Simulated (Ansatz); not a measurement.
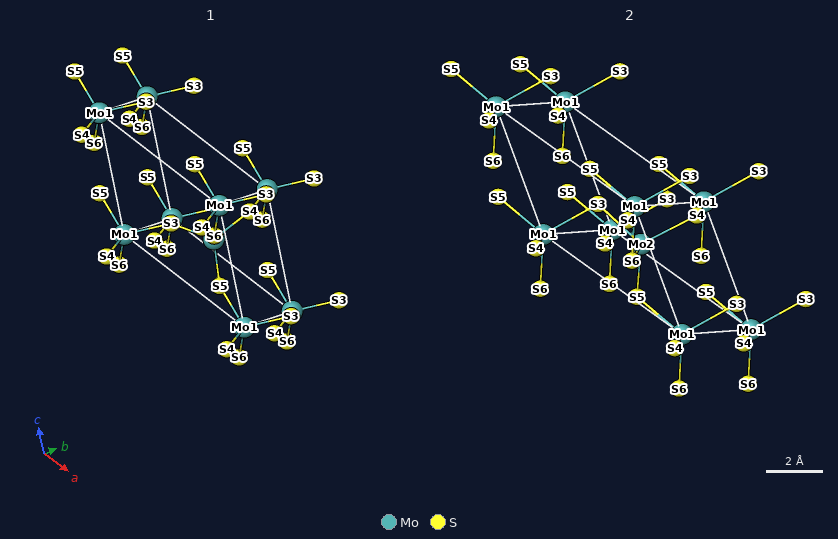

Two geometries of crystalline MoS₂ (built on the SiO2-122 type type), drawn at one scale. One is the start of a relaxation, the other its converged end. A ball-and-stick model of the cell of the calculation, seen slightly off an axis.

Level of theory: Ansatz 0.2.0, DFT, PBEsol, plane waves, PAW. (plane-wave cutoff 420 eV; k-point mesh 6 × 6 × 6; occupations fermi dirac; smearing width 0.03 eV; no spin polarisation; cell and atoms relaxed; force threshold 0.01 eV/Å; at most 120 steps)

Which one is relaxed?

Structure 2 is the relaxed one. After 11 accepted moves (13 points after the start) the energy has fallen by 5885 meV per atom. The largest force component goes from 14 to 0.0023 eV/Å. Pressure: 163.91 GPa at the start and −0.02 GPa at the end. The SCF was repeated twice at an unchanged geometry on a basis and grid sized afresh for the cell, which shifted the energy by 4.3 meV per atom at most. The largest moves relative to the cell, 0.88 Å, are those of S3, S4, S5 and S6. S3 goes along [0 1 1]. Mo stays in place. The volume changes by +14.9 %, with a = b = c 5.481 → 6.111 Å (+11.5 %), α 121.4° → 130.0°, β 121.4° → 130.0°, γ 87.6° → 73.4°. Near-neighbour distances that change, for instance: S3–S6 2.876 → 3.774 Å, S3–S4 2.837 → 3.622 Å, Mo1–S3 1.745 → 2.250 Å. Bond angles that change, for instance: Mo1–S3–Mo2 145.4° → 104.6°, S3–Mo1–S6 110.9° → 114.0°. The space group stays I-42d (No. 122).
